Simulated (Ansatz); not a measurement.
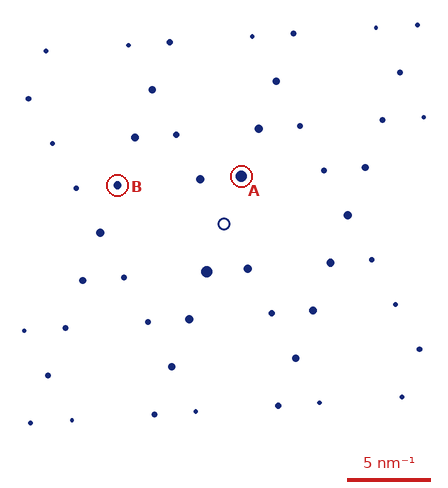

Computed electron diffraction pattern, 200 kV, single scattering only, B = 0.5 Å². Two individuals of a reflection twin are superposed (a geometric construction: whether this twin forms is not tested; the second individual is smaller and so fainter). Crystal: Bi, space group Pm-3m (No. 221), a = 3.274 Å, zone axis [210]. Structure: the geometry relaxed with DFT PBE, scalar-relativistic, plane waves, PAW (Ansatz 0.2.0); the starting structure was generated, so it need not be a known form of this composition.

In the first individual spot A is 0 0 -1 and spot B is -1 2 0.

Find the twin plane.

Answer. (1-2-1). The spot positions of the combined pattern are mirror-symmetric about the row through 1 -2 -1 (d = 1.337 Å), which both individuals share, while a single individual has only symmetry 2mm without that mirror line. Friedel's law adds the mirror line at right angles, so a twin on (1-25) would give the same picture; the more widely spaced plane was used.

Which other reflections coincide?

Answer. Off the common row, 0 0 3, 1 -2 2, 1 -2 -4 and their kin fall on spots of the second individual; about 30 % of the first individual's visible spots are shared.
